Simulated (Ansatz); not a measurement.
# Calculations on Ti$_{3}$O$_{4}$

### Relaxation

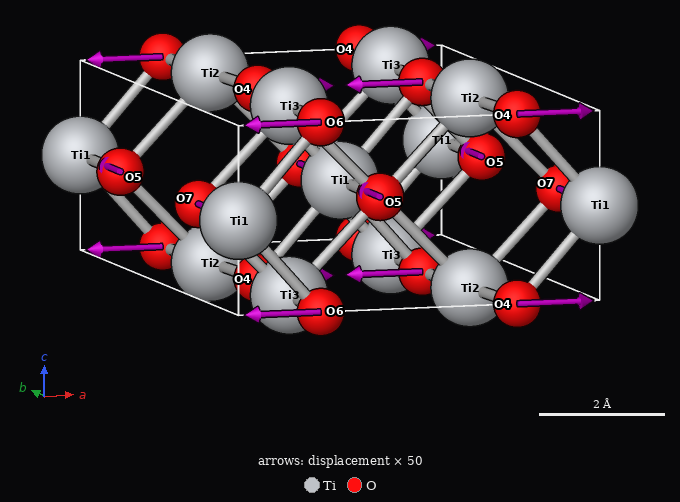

This is a relaxation of solid Ti3O4 (set up in Cmmm). The starting structure is drawn; purple arrows show the displacements (the part carried along by the change of the cell is left out), 50 times their true length.

The picture is a ball-and-stick view of the conventional cell (2 times the calculation's cell), seen slightly off an axis. Lengths and directions refer to the drawn axes.

Case: volume × 1.10, shape and atoms relaxed.

Computed with DFT r2SCAN, scalar-relativistic, plane waves, PAW (Ansatz).

Input
```yaml
crystal:
  lattice:
    - [3.0434529405, -4.185241383, 0.0]
    - [3.0434529405, 4.185241383, 0.0]
    - [0.0, 0.0, 3.0754096723]
  atoms:
    - { symbol: Ti, position: [0.0, 0.0, 0.5] }
    - { symbol: Ti, position: [0.5, 0.0, 0.0] }
    - { symbol: Ti, position: [0.0, 0.5, 0.0] }
    - { symbol: O, position: [0.7720152222, 0.7720152222, 0.0] }
    - { symbol: O, position: [0.253976824, 0.746023176, 0.5] }
    - { symbol: O, position: [0.2279847778, 0.2279847778, 0.0] }
    - { symbol: O, position: [0.746023176, 0.253976824, 0.5] }
basis:
  ecutwfc: 500
kpoints:
  mp_grid: { grid: [8, 8, 12] }
hamiltonian:
  xc: r2scan
scf:
  occupations: { method: gaussian, width: 0.1 }
output:
  forces: true
  stress: true
  eigenvalues: true
relax:
  adjacent_minimum: "off"
  f_tol: 0.01
  max_steps: 30
  cell: { stress_tol: 0.1, fix: [volume] }
```

Run as
```bash
ansatz run input.yaml --threads 2 --pin off --max-ram 5120MiB --backend cpu --events-out ev --progress --plain --runs-dir out
```

Question: Atoms of which element are displaced furthest, and by how much?

Answer: Oxygen: up to 0.026 Å, against 0.000 Å for titanium.

Question: Describe the change and its energy.

Answer: After 2 accepted moves (3 points after the start) the energy has fallen by 2.2 meV per atom. The largest force component goes from 0.36 to 0.0024 eV/Å. Pressure: −16.23 GPa at the start and −14.56 GPa at the end. The SCF was repeated once at an unchanged geometry on a basis and grid sized afresh for the cell, which shifted the energy by less than 0.05 meV per atom at most. The largest moves relative to the cell, 0.026 Å, are those of O4 and O6. O6 goes along −a. Ti stays in place. The drawn cell changes at constant volume: a 6.087 → 6.121 Å (+0.6 %), b 8.370 → 8.363 Å (−0.1 %), c 3.075 → 3.061 Å (−0.5 %). Among the contacts that change: Ti1–O5 2.126 → 2.105 Å, Ti1–O4 2.071 → 2.054 Å, Ti2–Ti3 3.043 → 3.060 Å, Ti1–Ti1 3.075 → 3.061 Å. The space group stays Cmmm (No. 65).

### Relaxation

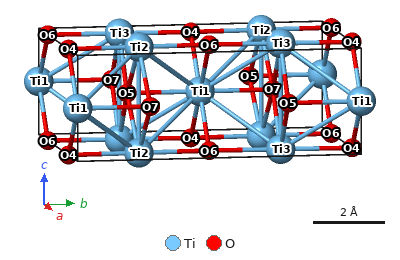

Solid Ti3O4 (set up in Cmmm), before the relaxation. Style: ball-and-stick. Shown: the conventional cell (2 times the calculation's cell), slightly off an axis. Lengths and directions refer to the drawn axes.

Level of theory: DFT r2SCAN, scalar-relativistic, plane waves, PAW in Ansatz 0.2.0.

The input:
```yaml
crystal:
  lattice:
    - [2.9202380355, -4.0715797757, 0.0]
    - [2.9202380355, 4.0715797757, 0.0]
    - [0.0, 0.0, 3.01417371]
  atoms:
    - { symbol: Ti, position: [0.0, 0.0, 0.5], spin: -0.05 }
    - { symbol: Ti, position: [0.5, 0.0, 0.0], spin: 0.19 }
    - { symbol: Ti, position: [0.0, 0.5, 0.0], spin: 0.19 }
    - { symbol: O, position: [0.76500078, 0.76500078, 0.0] }
    - { symbol: O, position: [0.25713401, 0.74286599, 0.5], spin: 0.01 }
    - { symbol: O, position: [0.23499922, 0.23499922, 0.0] }
    - { symbol: O, position: [0.74286599, 0.25713401, 0.5], spin: 0.01 }
basis:
  ecutwfc: 500
kpoints:
  mp_grid: { grid: [8, 8, 12] }
hamiltonian:
  xc: r2scan
scf:
  occupations: { method: gaussian, width: 0.1 }
output:
  forces: true
  stress: true
  eigenvalues: true
  populations: true
magnetization:
  spin_polarized: true
relax:
  adjacent_minimum: "off"
  f_tol: 0.005
  max_steps: 80
  cell: { stress_tol: 0.05 }
```

Command:
```bash
ansatz run input.yaml --threads 2 --pin off --max-ram 5120MiB --backend cpu --events-out ev --progress --plain --runs-dir out
```

Where does the relaxation end?

Answer. The atoms keep their places relative to the cell (all moves are under 0.005 Å). Cell: a 5.840 → 5.848 Å (+0.1 %), b 8.143 → 8.122 Å (−0.3 %), c 3.014 → 2.999 Å (−0.5 %). Volume −0.6 %. Near-neighbour distances that change, for instance: Ti1–Ti1 3.014 → 2.999 Å, Ti1–Ti2 2.924 → 2.917 Å, Ti1–O4 2.038 → 2.033 Å, Ti2–O5 2.099 → 2.095 Å. The space group stays Cmmm (No. 65). The energy falls by 0.4 meV per atom in 2 accepted moves (3 points after the start). Largest force component: 0.079 eV/Å at the start, 0.0016 eV/Å at the end. Pressure: −1.61 GPa at the start and 0.01 GPa at the end. At 1 point the geometry stayed and the basis and grid were re-selected for the new cell (energy shift of 0.1 meV per atom at most each time). The program noted that the starting moments weren't kept.

### A change

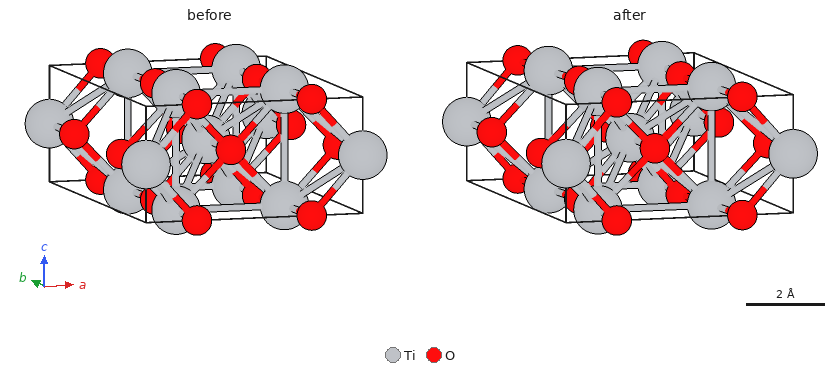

Left: solid Ti$_{3}$O$_{4}$ (set up in Cmmm). Right: the same structure after one change, at the same scale. A ball-and-stick model of the conventional cell (2 times the calculation's cell), seen slightly off an axis. Lengths and directions refer to the drawn axes.

All numbers below come from DFT r2SCAN, scalar-relativistic, plane waves, PAW (Ansatz). (plane-wave cutoff 500 eV; k-point mesh 8 × 8 × 12; occupations gaussian; smearing width 0.1 eV; no spin polarisation)

> Which change leads from the left to the right?

The volume is changed by +9.3 %. The cell's shape and the atoms are relaxed at that volume.

> What does the change do?

Energy change: +50.2 meV per atom. Pressure: −1.6 GPa before, −14.6 GPa after. Cell: a 5.840 → 6.121 Å (+4.8 %), b 8.143 → 8.363 Å (+2.7 %), c 3.014 → 3.061 Å (+1.6 %). Volume +9.3 %. The largest moves relative to the cell, 0.069 Å, are those of O atoms. Ti stays in place. Among the bonded contacts that change: Ti–Ti 2.923 → 3.009 to 3.060 Å, O–Ti 2.098 → 2.105 to 2.164 Å, O–Ti 2.038 → 2.054 to 2.097 Å, Ti–Ti 3.014 → 3.061 Å. The space group stays Cmmm (No. 65).
